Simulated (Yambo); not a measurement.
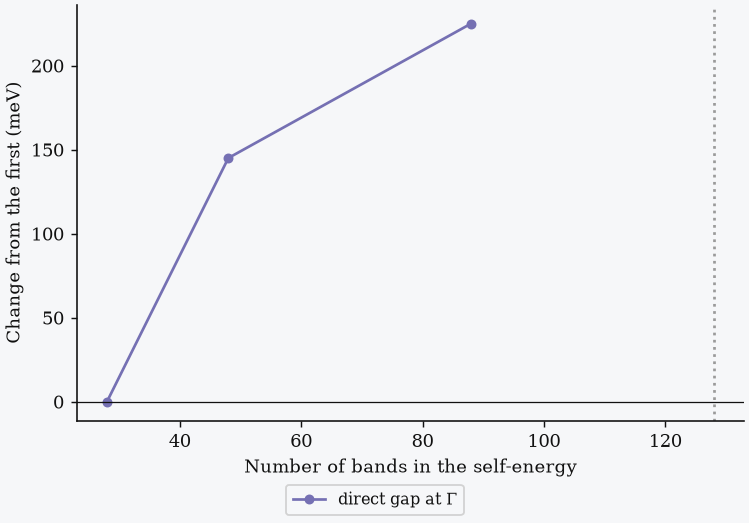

G0W0 gaps of rocksalt NaI, space group Fm-3m, 2 atoms in the primitive cell (cubic a = 6.473 Å) as the number of bands in the self-energy is raised, all else fixed. Method: LDA, PseudoDojo 0.4.1 SR LDA standard, no spin polarisation, no spin-orbit coupling, 4×4×4 k mesh, 1197 eV cutoff, fixed occupations (Yambo).

```csv
number of bands in the self-energy,direct gap at Γ (eV)
28,5.259
48,5.404
88,5.484
```

> Estimate the values at 128 (dotted line), and the limit.

Lines in 1/N (N being the number of bands in the self-energy) through the last three points give 5.520 eV for the direct gap at Γ. The run gives 5.502 eV. The same form through the last three runs, this one included, points to 5.57 eV in the limit of this setting.

The k mesh is coarse (spacing up to 0.42 Å⁻¹), so the values aren't converged. Spin-orbit coupling is left out, which matters for I. The settings that aren't varied aren't converged either.
